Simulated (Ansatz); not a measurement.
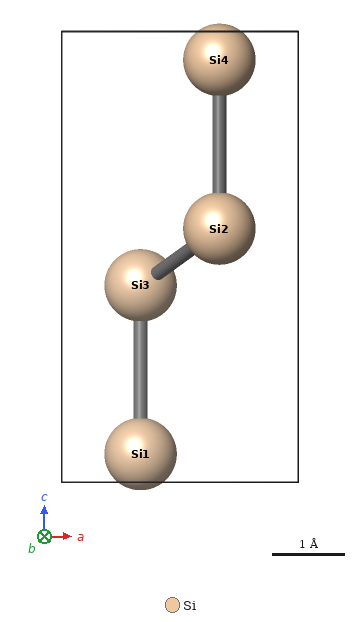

**Figure 1.** The structure as given in the input (ball-and-stick view of the cell of the calculation, along the b axis; atoms are numbered from 1 in the order of the input). An atom can appear more than once, as a periodic image.

# From Si to Hf

System: Si (P6₃/mmc, 4 atoms in the cell).
Method of run A: DFT r2SCAN, scalar-relativistic, plane waves, PAW, no spin polarisation (Ansatz 0.2.0).
System of run B: Hf (P6₃/mmc, 4 atoms in the cell).

On run A: The structure derives from a Materials Project entry. On run B: The structure was made by swapping elements on the sites of another compound; it need not be a known phase. It belongs to a series of runs on one base structure; here: Si -> Hf on all its sites, cell and atoms relaxed. Text and figures count atoms from 1; the logs count them from 0 in places.

Input file, run A:
```yaml
crystal:
  lattice:
    - [3.8313174605, 0.0, 0.0]
    - [-1.9156587303, 3.3180182508, 0.0]
    - [0.0, 0.0, 6.3326220002]
  atoms:
    - { symbol: Si, position: [0.33333333, 0.66666667, 0.0630095] }
    - { symbol: Si, position: [0.66666667, 0.33333333, 0.5630095] }
    - { symbol: Si, position: [0.33333333, 0.66666667, 0.4369905] }
    - { symbol: Si, position: [0.66666667, 0.33333333, 0.9369905] }
basis:
  ecutwfc: 500
kpoints:
  mp_grid: { grid: [6, 6, 4] }
hamiltonian:
  xc: r2scan
scf:
  occupations: { method: gaussian, width: 0.1 }
output:
  forces: true
  stress: true
  eigenvalues: true
```

Launched with:
```bash
ansatz run input.yaml --threads 1 --pin off --max-ram 2560MiB --backend cpu --events-out ev --progress --plain --runs-dir out
```

Hardware: 1 thread of Intel Xeon (Sapphire Rapids), 32 GiB of memory available, shared host.

Output, shortened to warnings, some set-up lines, iterations and results (run A):
```
Basis set: ecut = 500 eV, 2033 PW (Γ), exchange–correlation on 120×120×192 points (64 copies of the dense FFT grid, shifted against one another)
Symmetry: 24 space group operations
k-points: 21 of 144
Initial density: superposition of atomic densities (neutral atoms: chi_scale 0, normalization atom), corrected by the library's trained network
[...]
SCF iter   1: F=—  HF=-2556.158718 eV  |F-HF|=—  |Δ(HF+E_count)|=         —  Δρ=3.69e-3  dr2=7.94e-3  dr2_τ=2.48e-2  ethr=1.77e-3  ⟨swp⟩=5.8  Hψ=1775  notcnv=0
SCF iter   2: F=—  HF=-2556.191029 eV  |F-HF|=—  |Δ(HF+E_count)|=   3.23e-2  Δρ=2.10e-3  dr2=2.38e-3  dr2_τ=1.16e-5  ethr=4.96e-5  ⟨swp⟩=2.0  Hψ=664  notcnv=0
SCF iter   3: F=—  HF=-2556.190972 eV  |F-HF|=—  |Δ(HF+E_count)|=   5.66e-5  Δρ=2.37e-4  dr2=3.42e-5  dr2_τ=1.27e-6  ethr=1.49e-5  ⟨swp⟩=1.6  Hψ=303  notcnv=0
SCF iter   4: F=—  HF=-2556.190984 eV  |F-HF|=—  |Δ(HF+E_count)|=   1.19e-5  Δρ=4.44e-5  dr2=6.64e-7  dr2_τ=1.55e-8  ethr=2.14e-7  ⟨swp⟩=2.3  Hψ=421  notcnv=0
SCF iter   5: F=-2556.190986 eV  HF=-2556.190986 eV  |F-HF|=9.05e-8  |Δ(HF+E_count)|=   1.14e-6  Δρ=1.16e-5  dr2=3.85e-8  dr2_τ=1.00e-9  ethr=4.15e-9  ⟨swp⟩=2.5  Hψ=432  …
SCF iter   6: F=-2556.190986 eV  HF=-2556.190986 eV  |F-HF|=1.25e-9  |Δ(HF+E_count)|=   9.86e-8  Δρ=1.72e-6  dr2=1.30e-9  dr2_τ=2.21e-11  ethr=2.41e-10  ⟨swp⟩=2.4  Hψ=975  …
SCF 1 converged in 6 iterations: F = -2556.190986 eV  dr2 = 1.30e-9
SCF converged after 6 iterations
Free energy (F): -2556.190986 eV
Harris-Foulkes:  -2556.190986 eV  (|F-HF|=1.25e-9)
Internal energy: -2556.190985 eV  (E = F + TS)
E sigma→0 (E₀):  -2556.190985 eV
Entropy (-TS):   -0.000000 eV (-0.000 meV/atom)
Fermi energy:    6.668816 eV
--- Per-component energies (eV) ---
  E_band       = 13.205316
  E_kinetic    = 161.884260
  E_local      = -108.527687  (includes V_loc(G=0)·N_el)
  E_nonlocal   = 99.994772
  E_hartree    = 30.571466
  E_xc         = -206.089042
  E_vxc        = -199.068353  (∫ρ·V_xc dr)
  E_paw        = -2078.062287  (= ΣΔE_a)
  E_vpaw       = -10.007596  (= ΣTr[D̂ρ^β])
  E_aug_tail   = 0.000017  (compensation charges beyond the density's cutoff)
  E_vtau       = 7.786927  (kinetic-family band-sum trace: ∫τ·v_τ [+ j·A + Jᵃ·Aᵃ] dr)
  E_ewald      = -455.656753
  E_core_change = -0.305732  (= ΣΔE_core)
  E_smearing   = -0.000000  (= −TS)
  E_closure    = -0.000000  (closes the sum)
  Σ components = -2556.190986   (vs F -2556.190986, Δ=0.00e0)
--- Forces (eV/Å), atoms counted from 1 ---
  atom   1  Si     0.00000000     0.00000000    -0.01044008
  atom   2  Si    -0.00000000    -0.00000000    -0.01044008
  atom   3  Si     0.00000000     0.00000000     0.01044008
  atom   4  Si    -0.00000000    -0.00000000     0.01044008
  max |Σ_I F_I| component: 2.78e-17 eV/Å
--- Stress (GPa, compression-positive) ---
        0.234289       0.000000       0.000000
        0.000000       0.234289       0.000000
        0.000000       0.000000       0.241676
  P = ⅓ Tr σ = 0.2368 GPa (2.368 kbar)
```

For run B the input was changed thus:
```diff
-    - [3.8313174605, 0.0, 0.0]
-    - [-1.9156587303, 3.3180182508, 0.0]
-    - [0.0, 0.0, 6.3326220002]
+    - [5.2168456115, 0.0, 0.0]
+    - [-2.6084228058, 4.5179208272, 0.0]
+    - [0.0, 0.0, 8.6338952503]
-    - { symbol: Si, position: [0.33333333, 0.66666667, 0.0630095] }
-    - { symbol: Si, position: [0.66666667, 0.33333333, 0.5630095] }
-    - { symbol: Si, position: [0.33333333, 0.66666667, 0.4369905] }
-    - { symbol: Si, position: [0.66666667, 0.33333333, 0.9369905] }
+    - { symbol: Hf, position: [0.3333333333, 0.6666666667, 0.0630908784] }
+    - { symbol: Hf, position: [0.6666666667, 0.3333333333, 0.5630908784] }
+    - { symbol: Hf, position: [0.3333333333, 0.6666666667, 0.4369091216] }
+    - { symbol: Hf, position: [0.6666666667, 0.3333333333, 0.9369091216] }
-  mp_grid: { grid: [6, 6, 4] }
+  mp_grid: { grid: [6, 6, 2] }
```

Predict how the results change.

The total energies belong to different systems, so their difference says nothing on which is more stable or more accurate. The gap of 0.60 eV on the mesh closes. The pressure goes from 0.24 to −7.43 GPa. The largest force goes from 0.010 to 0.069 eV/Å. The volume per atom goes from 20.13 to 50.87 Å³. The SCF takes 10 iterations against 6. The irreducible k-points go from 21 to 14. The plane waves at Γ go from 2033 to 5239. On the same kind of shared host run B took about 7.7 times as long.

Output, shortened to warnings, some set-up lines, iterations and results (run B):
```
Basis set: ecut = 500 eV, 5239 PW (Γ), exchange–correlation on 160×160×256 points (64 copies of the dense FFT grid, shifted against one another)
Symmetry: 24 space group operations
k-points: 14 of 72
Initial density: superposition of atomic densities (neutral atoms: chi_scale 0, normalization atom), corrected by the library's trained network
[...]
SCF iter   1: F=—  HF=-62918.455393 eV  |F-HF|=—  |Δ(HF+E_count)|=         —  Δρ=6.25e-3  dr2=1.02e-1  dr2_τ=3.41e-2  ethr=1.77e-3  ⟨swp⟩=4.4  Hψ=2737  notcnv=0
SCF iter   2: F=—  HF=-62918.567077 eV  |F-HF|=—  |Δ(HF+E_count)|=   1.12e-1  Δρ=7.74e-3  dr2=1.02e-1  dr2_τ=2.77e-2  ethr=9.80e-5  ⟨swp⟩=3.3  Hψ=2377  notcnv=0  defer=20
SCF iter   3: F=—  HF=-62918.420976 eV  |F-HF|=—  |Δ(HF+E_count)|=   1.46e-1  Δρ=1.45e-3  dr2=4.13e-3  dr2_τ=1.52e-4  ethr=9.80e-5  ⟨swp⟩=2.0  Hψ=1724  notcnv=0  defer=20
SCF iter   4: F=—  HF=-62918.423092 eV  |F-HF|=—  |Δ(HF+E_count)|=   2.12e-3  Δρ=7.07e-4  dr2=1.12e-3  dr2_τ=8.63e-5  ethr=3.97e-6  ⟨swp⟩=2.0  Hψ=1602  notcnv=0  defer=20
SCF iter   5: F=—  HF=-62918.424113 eV  |F-HF|=—  |Δ(HF+E_count)|=   1.02e-3  Δρ=2.89e-4  dr2=1.91e-4  dr2_τ=3.23e-6  ethr=1.08e-6  ⟨swp⟩=2.3  Hψ=1188  notcnv=0  defer=20
SCF iter   6: F=—  HF=-62918.424283 eV  |F-HF|=—  |Δ(HF+E_count)|=   1.70e-4  Δρ=1.75e-4  dr2=6.79e-5  dr2_τ=2.23e-6  ethr=1.83e-7  ⟨swp⟩=2.7  Hψ=1457  notcnv=0  defer=20
SCF iter   7: F=—  HF=-62918.424488 eV  |F-HF|=—  |Δ(HF+E_count)|=   2.05e-4  Δρ=4.88e-5  dr2=5.33e-6  dr2_τ=2.52e-7  ethr=6.52e-8  ⟨swp⟩=2.0  Hψ=1001  notcnv=0  defer=20
SCF iter   8: F=—  HF=-62918.424497 eV  |F-HF|=—  |Δ(HF+E_count)|=   8.75e-6  Δρ=1.58e-5  dr2=6.70e-7  dr2_τ=4.33e-8  ethr=5.13e-9  ⟨swp⟩=2.0  Hψ=1554  notcnv=0  defer=20
SCF iter   9: F=—  HF=-62918.424497 eV  |F-HF|=—  |Δ(HF+E_count)|=   2.80e-8  Δρ=6.72e-6  dr2=1.17e-7  dr2_τ=3.62e-9  ethr=6.44e-10  ⟨swp⟩=2.0  Hψ=1541  notcnv=0  defer=20
SCF iter  10: F=-62918.424497 eV  HF=-62918.424497 eV  |F-HF|=7.82e-9  |Δ(HF+E_count)|=   1.39e-7  Δρ=1.49e-6  dr2=6.97e-9  dr2_τ=1.62e-10  ethr=9.62e-11  ⟨swp⟩=9.0  Hψ=3595  …
SCF 1 converged in 10 iterations: F = -62918.424497 eV  dr2 = 6.97e-9
SCF converged after 10 iterations
Free energy (F): -62918.424497 eV
Harris-Foulkes:  -62918.424497 eV  (|F-HF|=7.82e-9)
Internal energy: -62918.336301 eV  (E = F + TS)
E sigma→0 (E₀):  -62918.380399 eV
Entropy (-TS):   -0.088196 eV (-22.049 meV/atom)
Fermi energy:    6.766102 eV
--- Per-component energies (eV) ---
  E_band       = -1338.712292
  E_kinetic    = 1674.543161
  E_local      = -30472.684696  (includes V_loc(G=0)·N_el)
  E_nonlocal   = -4998.405584
  E_hartree    = 13928.229259
  E_xc         = -1115.620916
  E_vxc        = -1149.716544  (∫ρ·V_xc dr)
  E_paw        = -27803.043001  (= ΣΔE_a)
  E_vpaw       = 5692.507899  (= ΣTr[D̂ρ^β])
  E_aug_tail   = -0.000004  (compensation charges beyond the density's cutoff)
  E_vtau       = 58.584069  (kinetic-family band-sum trace: ∫τ·v_τ [+ j·A + Jᵃ·Aᵃ] dr)
  E_ewald      = -14132.640608
  E_core_change = 1.286087  (= ΣΔE_core)
  E_smearing   = -0.088196  (= −TS)
  E_closure    = 0.000000  (closes the sum)
  Σ components = -62918.424497   (vs F -62918.424497, Δ=0.00e0)
--- Forces (eV/Å), atoms counted from 1 ---
  atom   1  Hf    -0.00000000     0.00000000    -0.06900024
  atom   2  Hf     0.00000000    -0.00000000    -0.06900024
  atom   3  Hf    -0.00000000     0.00000000     0.06900024
  atom   4  Hf     0.00000000    -0.00000000     0.06900024
  max |Σ_I F_I| component: 1.39e-17 eV/Å
--- Stress (GPa, compression-positive) ---
       -7.527258      -0.000000      -0.000000
       -0.000000      -7.527258       0.000000
       -0.000000       0.000000      -7.243324
  P = ⅓ Tr σ = -7.4326 GPa (-74.326 kbar)
```

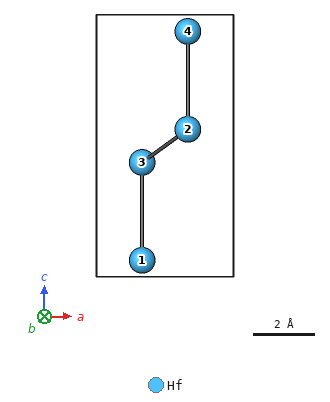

**Figure 2.** The input structure of run B (ball-and-stick view of the cell of the calculation, along the b axis; atoms are numbered from 1 in the order of the input). An atom can appear more than once, as a periodic image.

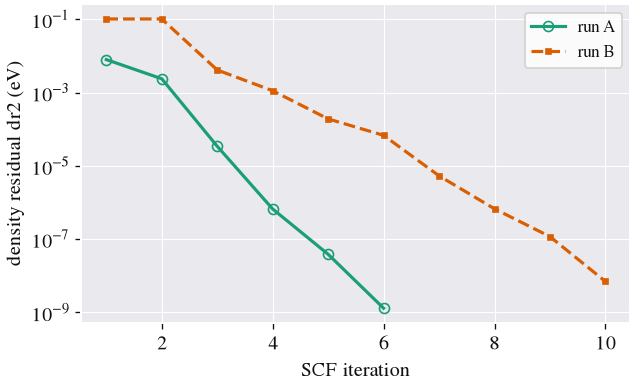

**Figure 3.** Convergence of the two runs: density residual dr2 against the SCF iteration. Run A takes 6 iterations in all, and run B takes 10.

The two runs side by side:

| quantity | run A | run B |
| --- | --- | --- |
| outcome | converged | converged |
| free energy per atom (eV) | −639.0477 | −15729.6061 |
| energy per atom, smearing taken to zero (eV) | −639.0477 | −15729.5951 |
| gap on the mesh (eV) | 0.60 | 0.00 |
| pressure (GPa) | 0.24 | −7.43 |
| volume per atom (Å³) | 20.13 | 50.87 |
| largest force (eV/Å) | 0.010 | 0.069 |
| SCF iterations | 6 | 10 |
| irreducible k-points | 21 | 14 |
| plane waves at Γ | 2033 | 5239 |
| wall time (shared host) | 2.4 s | 18 s |

For run B: Spin–orbit coupling is left out, which matters for Hf. The cell is under a tension of 7.4 GPa at this level, so it is not at its equilibrium volume.
